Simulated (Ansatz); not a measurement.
# Fermi surface of AlCr2C (space group P6_3/mmc, No. 194)

Input file:

```yaml
crystal:
  lattice:
    - [2.82510106, 0.0, 0.0]
    - [-1.41255053, 2.44660929, 0.0]
    - [0.0, 0.0, 12.60137368]
  atoms:
    - { symbol: Al, position: [0.66666667, 0.33333333, 0.25] }
    - { symbol: Al, position: [0.33333333, 0.66666667, 0.75] }
    - { symbol: Cr, position: [0.33333333, 0.66666667, 0.41494116] }
    - { symbol: Cr, position: [0.66666667, 0.33333333, 0.91494116] }
    - { symbol: Cr, position: [0.66666667, 0.33333333, 0.58505884] }
    - { symbol: Cr, position: [0.33333333, 0.66666667, 0.08505884] }
    - { symbol: C, position: [0.0, 0.0, 0.5] }
    - { symbol: C, position: [0.0, 0.0, 0.0] }
basis:
  ecutwfc: 420
kpoints:
  mp_grid: { grid: [18, 18, 4] }
hamiltonian:
  xc: pbe
  pseudopotentials: { kind: paw }
scf:
  occupations: { method: gaussian, width: 0.05 }
output:
  forces: true
  eigenvalues: true
  eigenstates:
    nscf_kmesh: { grid: [42, 42, 8] }
    top_band: c6
    de_dk: true
    localisation: true
  stress: true
checkpoint:
  write: ck
  compress: false
  write_wavefunctions: false
  write_every: 100000
```

Command:

```sh
ansatz run input.yaml --threads 2 --pin off --max-ram 5120MiB --backend cpu --events-out ev --progress --plain --runs-dir out
```

Theory: DFT PBE, scalar-relativistic, plane waves, PAW; levels and slopes on a dense k mesh at the converged density in Ansatz. No spin polarisation. The levels come from a k mesh of 42×42×8 points. Cell and positions as given, without relaxation (residual pressure 4 GPa). The cell comes from a database of computed structures, not from a measurement.

## 1. The sheets

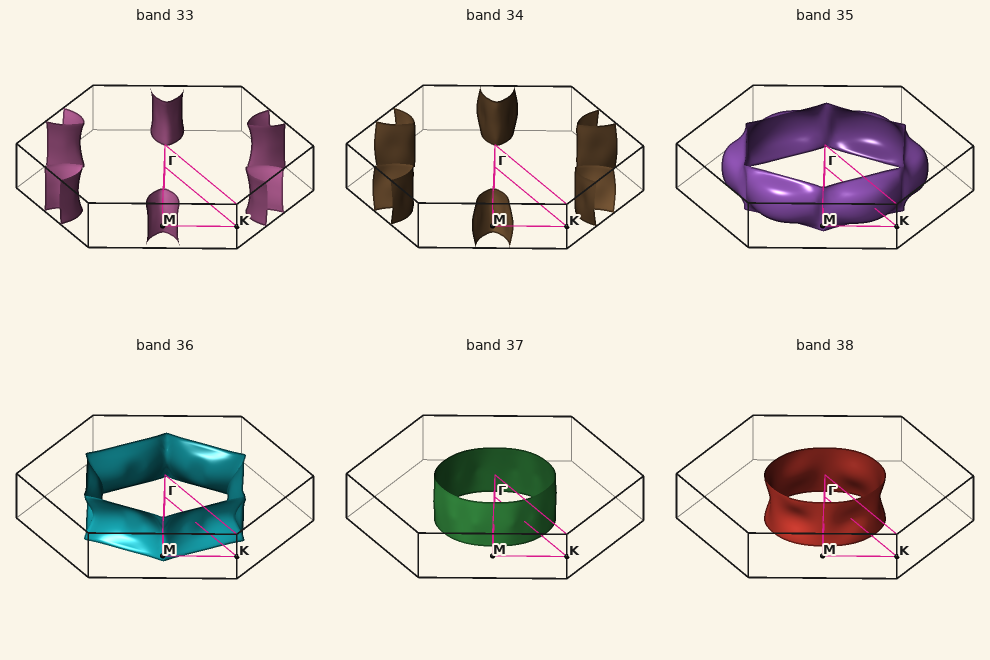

Fermi surface of this crystal. Each panel holds one band. The brighter face of a sheet looks towards empty states.

Question: Summarise the topology of this Fermi surface.

Answer: Six bands cross the Fermi level.

Band 33: three open hole tubes parallel to Γ–A.
Band 34: three open hole tubes parallel to Γ–A.
Band 35: one open electron tube parallel to Γ–A.
Band 36: one open electron tube parallel to Γ–A.
Band 37: one open electron tube parallel to Γ–A.
Band 38: one open electron tube parallel to Γ–A.

## 2. Weight on the atoms

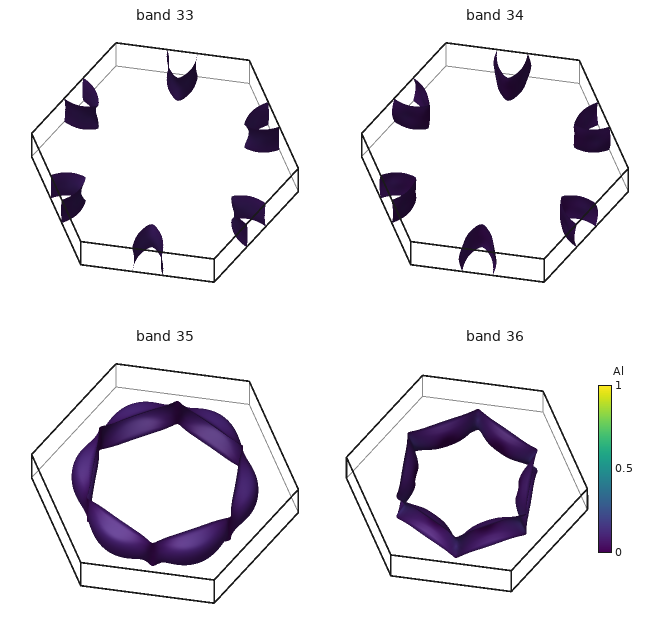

Fermi surface of this crystal (the four sheets of greatest area among six bands), coloured by the weight of the states on Al (Voronoi cells).

Question: How much Al character do the sheets have, and what else?

Answer: Band 33: Cr (86 %) and Al (9 %). Band 34: Cr (88 %); Al holds 7 %. Band 35: Cr (88 %) and Al (8 %). Band 36: Cr (88 %) and Al (8 %).

## 3. Cuts and bands

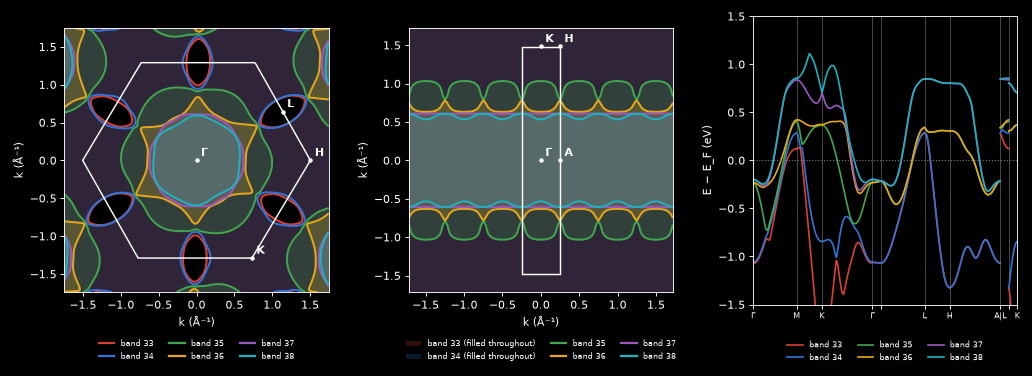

This crystal: cuts through the Fermi surface in the plane through Γ, H and L and the plane through Γ, A and K, filled states shaded, and the bands that cross the Fermi level.

Question: For each band, read its level at the labelled points (eV from the Fermi level).

Answer:
```csv
band,Γ,A,K,H,M,L
band 33,−1.06,−1.07,below,−1.32,+0.12,+0.28
band 34,−1.06,−1.07,−0.84,−1.32,+0.28,+0.28
band 35,−0.23,−0.21,+0.37,+0.31,+0.40,+0.34
band 36,−0.23,−0.21,+0.37,+0.31,+0.42,+0.34
band 37,−0.20,−0.21,+0.70,+0.80,+0.84,+0.85
band 38,−0.20,−0.21,+0.70,+0.80,+0.85,+0.85
```

Negative values are filled states; "above" and "below" lie outside the plotted window.

A magnetic state wasn't tried and may lie lower. Necks and pockets thinner than about two mesh steps aren't resolved, so separate pockets may in truth be joined.

The run (self-consistency and the dense mesh) took 2.5 min on 2 threads of Arm Neoverse N1, on a shared host, peak memory 1.4 GiB.
